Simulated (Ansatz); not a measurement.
## Geometry relaxation of Al2GaN3 (part 2 of 2)

The same run, continued: Al2GaN3 (Cm, 12 atoms in the cell); DFT r2SCAN, scalar-relativistic, plane waves, PAW, no spin polarisation (Ansatz 0.2.0); cutoff 500 eV, 8×8×4 k-mesh, Gaussian smearing of 0.02 eV. The structure derives from a Materials Project entry.

Geometry of the input (Å; fractional positions):
```
5.7394  -1.5661  0.0000
5.7394  1.5661  0.0000
-1.8961  0.0000  7.1678
Al 0.9441  0.9441  0.3893
Al 0.8889  0.8889  0.7766
Al 0.2229  0.2229  0.4444
Al 0.5541  0.5541  0.1133
Ga 0.2774  0.2774  0.0578
Ga 0.6096  0.6096  0.7216
N  0.1474  0.1474  0.1852
N  0.4813  0.4813  0.8529
N  0.8182  0.8182  0.5149
N  0.7648  0.7648  0.9012
N  0.0950  0.0950  0.5637
N  0.4316  0.4316  0.2438
```

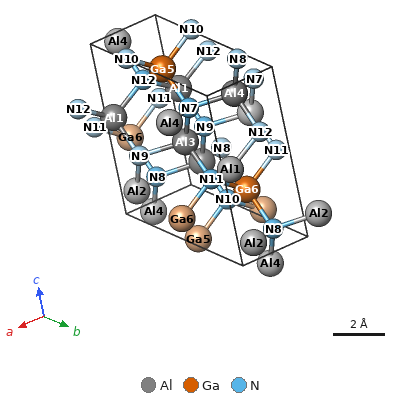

*The geometry at step 3 of the log (ball-and-stick view of the reduced cell, seen at an oblique angle; neighbours outside the cell are drawn fainter; atoms are numbered from 1 in the order of the input).*

```
basis re-selected at this cell: Δ(F+E_penalty+E_count) = +3.498e-5 eV, ΔP = +0.000 GPa vs the last step (what re-selecting the basis moved, of the pressure what is left beyond the Pulay correction that the steps carried, after the strain that the cell walked since its last selection, with what the two solves' SCF thresholds leave and, on support functions, any second-order correction that the steps lacked; it is no measure of the basis error at this ecutwfc). This SCF's stress stands 1.78e-2 GPa from its target on what of the cell is left free (relax.cell.stress_tol is 5.00e-2 GPa) and its largest allowed force component is 2.02e-3 eV/Å (relax.f_tol is 5.00e-3 eV/Å): within both
SCF converged after 5 iterations
Free energy (F): -12066.646802 eV
Harris-Foulkes:  -12066.646802 eV  (|F-HF|=7.28e-12)
Internal energy: -12066.646802 eV  (E = F + TS)
E sigma→0 (E₀):  -12066.646802 eV
Fermi energy:    9.766683 eV
--- Per-component energies (eV) ---
  E_band       = -5.769124
  E_kinetic    = 1136.763749
  E_local      = -5898.365886  (includes V_loc(G=0)·N_el)
  E_nonlocal   = 1170.030225
  E_hartree    = 2653.784953
  E_xc         = -639.169576
  E_vxc        = -764.229830  (∫ρ·V_xc dr)
  E_paw        = -6684.507424  (= ΣΔE_a)
  E_vpaw       = -998.829697  (= ΣTr[D̂ρ^β])
  E_aug_tail   = 0.000019  (compensation charges beyond the density's cutoff)
  E_vtau       = 41.292334  (kinetic-family band-sum trace: ∫τ·v_τ [+ j·A + Jᵃ·Aᵃ] dr)
  E_ewald      = -3803.458903
  E_core_change = -1.723959  (= ΣΔE_core)
  E_smearing   = -0.000000  (= −TS)
  E_closure    = -0.000000  (closes the sum)
  Σ components = -12066.646802   (vs F -12066.646802, Δ=0.00e0)
--- Forces (eV/Å), atoms counted from 1 ---
  atom   1  Al     0.00047579    -0.00000000    -0.00104189
  atom   2  Al     0.00201910     0.00000000    -0.00176589
  atom   3  Al     0.00109329     0.00000000     0.00004345
  atom   4  Al    -0.00002160     0.00000000    -0.00031614
  atom   5  Ga     0.00023865    -0.00000000    -0.00179408
  atom   6  Ga     0.00038760    -0.00000000    -0.00039878
  atom   7  N     -0.00065896    -0.00000000     0.00110776
  atom   8  N     -0.00152313    -0.00000000     0.00098352
  atom   9  N     -0.00110225    -0.00000000    -0.00004814
  atom  10  N     -0.00121185     0.00000000     0.00114077
  atom  11  N     -0.00010981     0.00000000     0.00189507
  atom  12  N      0.00037273     0.00000000     0.00020423
  max |Σ_I F_I| component: 4.04e-5 eV/Å
--- Stress (GPa, compression-positive) ---
        0.016039       0.000000      -0.004744
        0.000000      -0.001022      -0.000000
       -0.004792      -0.000000       0.004514
  P = ⅓ Tr σ = 0.0065 GPa (0.065 kbar)
--- Band table (eV; the first three rows and the last of 78) ---
  k-point 0: bands = ["-8.4496", "-7.4697", "-7.1429", "-6.9368", "-6.7453", "-6.4005", "-5.5446", "-5.4750", "-5.4575", "-5.3698", "-5.3124", "-5.3053", "-5.2830", "-4.8626", "-4.8045", "-4.5323", "1.3360", "2.1566", "2.6087", "3.3052", "3.4702", "5.0168", "5.0599", "6.0133", "6.0642", "6.5736", "6.6246", "6.7737", "6.8390", "6.8621", "6.9403", "7.7522", "7.8018", "7.8239", "11.7094", "13.6128", "13.8599", "14.4167", "14.5528", "14.7668", "16.9245", "17.3177", "17.8804", "18.1563", "18.7595", "19.2634"]
  k-point 1: bands = ["-8.3470", "-7.6777", "-7.1616", "-6.9115", "-6.7620", "-6.3094", "-5.5447", "-5.4760", "-5.4575", "-5.3849", "-5.3124", "-5.3037", "-5.2829", "-4.8318", "-4.8057", "-4.4677", "1.4967", "1.8007", "2.4482", "2.7261", "4.4773", "4.8946", "5.7499", "6.0049", "6.1951", "6.3998", "6.4247", "6.4668", "6.7285", "7.0214", "7.1893", "7.1964", "7.6974", "7.7845", "12.2611", "13.4180", "13.8458", "14.0171", "14.8618", "15.5356", "16.8046", "17.1545", "17.8632", "18.1107", "18.4175", "18.9427"]
  k-point 2: bands = ["-8.1010", "-8.0131", "-7.1689", "-6.8977", "-6.7729", "-6.2406", "-5.5448", "-5.4747", "-5.4575", "-5.4014", "-5.3124", "-5.3005", "-5.2829", "-4.8215", "-4.7937", "-4.3956", "1.4631", "1.9740", "2.1262", "2.3333", "5.3472", "5.5088", "5.8211", "6.0675", "6.0829", "6.1756", "6.2079", "6.4756", "6.4798", "6.4971", "7.2780", "7.3736", "7.5028", "7.7162", "13.1361", "13.1621", "13.6324", "13.6928", "15.5114", "15.7770", "16.9239", "17.2967", "17.5309", "17.8129", "18.0197", "18.3244"]
  k-point 77: bands = ["-7.8715", "-7.5521", "-7.5100", "-7.2131", "-6.7826", "-6.3623", "-5.5448", "-5.4571", "-5.4566", "-5.3764", "-5.3202", "-5.3127", "-5.2826", "-5.2175", "-4.6942", "-4.4127", "2.4309", "2.6197", "3.3677", "3.5173", "3.9844", "4.2204", "4.3001", "4.6581", "5.7550", "5.9030", "6.8221", "6.9324", "6.9712", "7.0318", "7.0811", "7.1761", "7.5530", "7.6309", "13.5947", "13.7174", "14.1877", "14.4843", "15.1218", "15.1989", "15.7653", "16.4217", "18.1276", "18.4709", "18.6551", "18.7349"]
--- Relaxed structure (3 steps of the walk, 3 accepted, 1 SCFs on fresh bases) ---
  F+E_penalty+E_count = -12066.64680234 eV   max|allowed force component| = 2.022e-3 eV/Å   (the final SCF, on the basis selected at the relaxed cell)
  cell:  # Å, volume = 128.7572 Å³
    - [5.737399143205687, -1.5656207121361918, 8.064190250972284e-5]
    - [5.737399143205687, 1.5656207121361918, 8.064190250972276e-5]
    - [-1.8953313530692022, -1.8267607433710812e-19, 7.167015899899686]
  atoms:
    - { symbol: Al, position: [0.9441952137714594, 0.9441952137714594, 0.3892898896071321] }
    - { symbol: Al, position: [0.8888879355332259, 0.8888879355332259, 0.7767651276940442] }
    - { symbol: Al, position: [0.22301776577307178, 0.22301776577307178, 0.4444718664300903] }
    - { symbol: Al, position: [0.5540134088542668, 0.5540134088542668, 0.11316658547929656] }
    - { symbol: Ga, position: [0.27717050667935084, 0.27717050667935084, 0.0576211943756946] }
    - { symbol: Ga, position: [0.609660745632866, 0.609660745632866, 0.7217208378851792] }
    - { symbol: N, position: [0.14754160143121628, 0.14754160143121628, 0.18503851350707917] }
    - { symbol: N, position: [0.481538857586427, 0.481538857586427, 0.8526256927735847] }
    - { symbol: N, position: [0.818327814318863, 0.818327814318863, 0.5150645275320038] }
    - { symbol: N, position: [0.7645750433416465, 0.7645750433416465, 0.9014880047606726] }
    - { symbol: N, position: [0.09521977049943066, 0.09521977049943066, 0.5642807391360612] }
    - { symbol: N, position: [0.43121633657817804, 0.43121633657817804, 0.24326801081916308] }
```

### Trajectory as extended XYZ (Å, eV, eV/Å), 4 frames, from step=1 to step=4
```
12
Lattice="5.7394 -1.5661 0.0000 5.7394 1.5661 0.0000 -1.8961 0.0000 7.1678" Properties=species:S:1:pos:R:3:forces:R:3 step=1 energy=-12066.64596 pressure_GPa=-0.15
Al   10.0990    0.0000    2.7904    0.0047   0.0000   0.0019
Al    8.7313    0.0000    5.5668   -0.0042   0.0000  -0.0055
Al    1.7164    0.0000    3.1854    0.0069   0.0000   0.0081
Al    6.1452    0.0000    0.8122   -0.0056   0.0000  -0.0012
Ga    3.0741    0.0000    0.4145   -0.0027   0.0000  -0.0153
Ga    5.6289    0.0000    5.1727    0.0115   0.0000  -0.0052
N     1.3411    0.0000    1.3274    0.0574   0.0000  -0.0404
N     3.9082    0.0000    6.1132    0.0619   0.0000  -0.0315
N     8.4162    0.0000    3.6907   -0.0001   0.0000   0.0122
N     7.0701    0.0000    6.4600   -0.0707   0.0000   0.0399
N     0.0221    0.0000    4.0404    0.0039   0.0000   0.1044
N     4.4917    0.0000    1.7475   -0.0629   0.0000  -0.0675
12
Lattice="5.7383 -1.5658 -0.0001 5.7383 1.5658 -0.0001 -1.8958 0.0000 7.1674" Properties=species:S:1:pos:R:3:forces:R:3 step=2 energy=-12066.64670 pressure_GPa=-0.05
Al   10.0980    0.0000    2.7901   -0.0090   0.0000  -0.0001
Al    8.7289    0.0000    5.5672    0.0070   0.0000  -0.0130
Al    1.7162    0.0000    3.1855    0.0158   0.0000   0.0036
Al    6.1435    0.0000    0.8116   -0.0022   0.0000  -0.0021
Ga    3.0722    0.0000    0.4131   -0.0003   0.0000   0.0048
Ga    5.6285    0.0000    5.1727   -0.0036   0.0000  -0.0051
N     1.3418    0.0000    1.3266    0.0207   0.0000  -0.0159
N     3.9090    0.0000    6.1117    0.0232   0.0000  -0.0094
N     8.4152    0.0000    3.6910   -0.0079   0.0000   0.0081
N     7.0669    0.0000    6.4604   -0.0298   0.0000   0.0178
N     0.0227    0.0000    4.0429    0.0047   0.0000   0.0418
N     4.4886    0.0000    1.7450   -0.0187   0.0000  -0.0304
12
Lattice="5.7374 -1.5656 0.0001 5.7374 1.5656 0.0001 -1.8953 0.0000 7.1670" Properties=species:S:1:pos:R:3:forces:R:3 step=3 energy=-12066.64684 pressure_GPa=0.01
Al   10.0966    0.0000    2.7902    0.0006   0.0000  -0.0010
Al    8.7276    0.0000    5.5672    0.0020   0.0000  -0.0017
Al    1.7167    0.0000    3.1856    0.0010   0.0000   0.0000
Al    6.1427    0.0000    0.8112    0.0000   0.0000  -0.0002
Ga    3.0713    0.0000    0.4130    0.0004   0.0000  -0.0018
Ga    5.6278    0.0000    5.1727    0.0004   0.0000  -0.0005
N     1.3423    0.0000    1.3262   -0.0007   0.0000   0.0012
N     3.9096    0.0000    6.1109   -0.0015   0.0000   0.0009
N     8.4139    0.0000    3.6916   -0.0011   0.0000   0.0000
N     7.0647    0.0000    6.4611   -0.0012   0.0000   0.0012
N     0.0231    0.0000    4.0442   -0.0001   0.0000   0.0019
N     4.4870    0.0000    1.7436    0.0004   0.0000   0.0002
12
Lattice="5.7374 -1.5656 0.0001 5.7374 1.5656 0.0001 -1.8953 0.0000 7.1670" Properties=species:S:1:pos:R:3:forces:R:3 step=4 energy=-12066.64680 pressure_GPa=0.01
Al   10.0966    0.0000    2.7902    0.0005   0.0000  -0.0010
Al    8.7276    0.0000    5.5672    0.0020   0.0000  -0.0018
Al    1.7167    0.0000    3.1856    0.0011   0.0000   0.0000
Al    6.1427    0.0000    0.8112    0.0000   0.0000  -0.0003
Ga    3.0713    0.0000    0.4130    0.0002   0.0000  -0.0018
Ga    5.6278    0.0000    5.1727    0.0004   0.0000  -0.0004
N     1.3423    0.0000    1.3262   -0.0007   0.0000   0.0011
N     3.9096    0.0000    6.1109   -0.0015   0.0000   0.0010
N     8.4139    0.0000    3.6916   -0.0011   0.0000   0.0000
N     7.0647    0.0000    6.4611   -0.0012   0.0000   0.0011
N     0.0231    0.0000    4.0442   -0.0001   0.0000   0.0019
N     4.4870    0.0000    1.7436    0.0004   0.0000   0.0002
```
